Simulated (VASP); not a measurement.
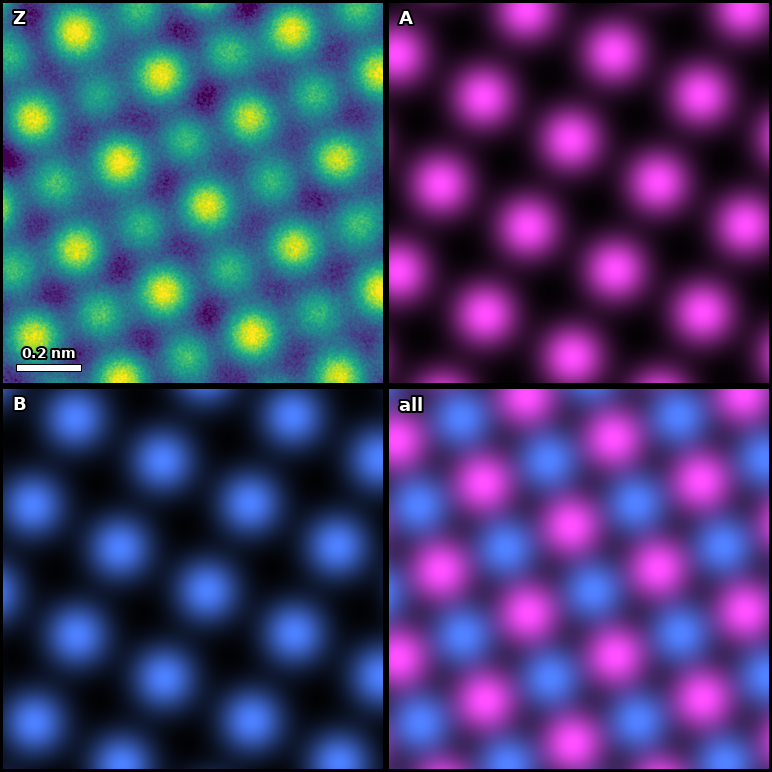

CdSe (F-43m, No. 216) along [001]. Panel Z: The image is simulated as a sum over atoms of Z^1.6, blurred by a 1.30 Å probe (no channelling). The display is stretched by a gamma of 0.65; percentages refer to the linear signal. Shot noise and the speckle of an amorphous layer were added. The other panels are simulated element maps (the number of atoms of one element along the beam, blurred by 1.7 Å; each on its own scale, no channelling); the last overlays them. Structure used: a cell listed in the Materials Project, as set up for an electronic-structure calculation.

```
Cd Se
1.0
     6.14054    0.00000    0.00000
     0.00000    6.14054    0.00000
     0.00000    0.00000    6.14054
Cd Se
4 4
Direct
  0.00000 0.00000 0.00000
  0.00000 0.50000 0.50000
  0.50000 0.00000 0.50000
  0.50000 0.50000 0.00000
  0.25000 0.25000 0.75000
  0.25000 0.75000 0.25000
  0.75000 0.25000 0.25000
  0.75000 0.75000 0.75000
```

### Which element does each lettered map show?

A: Se, B: Cd. The projected cell (3.07 × 3.07 Å, 90°) holds 2 columns: 1 of Cd and 1 of Se. No column is shared by two of the mapped elements.
